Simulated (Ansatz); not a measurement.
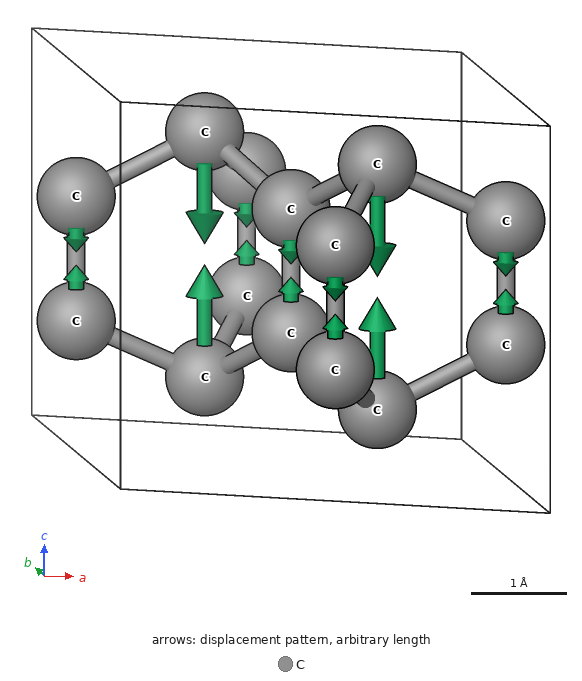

Lattice vibrations of solid C, space group P6/mmm (No. 191), at the zone centre. The optical levels lie at 213i, 568 (×2), 613, 652 (×2), 761 (×2), 791 (×2), 861 (×2), 877, 987 (×2), 1007, 1062 (×2), 1165, 1222, 1256 (×2), 1268, 1303, 1587 (×2), 1638 cm⁻¹. One mode is drawn. The green arrows are the displacements of the atoms (eigenvector over the root of the mass), of arbitrary overall length and sign. Style: ball-and-stick. Shown: the cell of the calculation, slightly off an axis.

All numbers below come from Ansatz 0.2.0, DFT LDA, scalar-relativistic, plane waves, PAW. Set-up: plane-wave cutoff 420 eV; k-point mesh 12 × 12 × 10; occupations gaussian; smearing width 0.15 eV; no spin polarisation.

To which level does it belong?

The level at 1268 cm⁻¹. This is the A₁g mode, optical level 15 of 18, counted from below (1 lower level is imaginary, so the structure is unstable), Raman-active by symmetry. All motion is along c; atoms of one kind move against one another, with no net shift of any sublattice; of the bonds it mainly stretches C–C, some lengthening while others shorten.
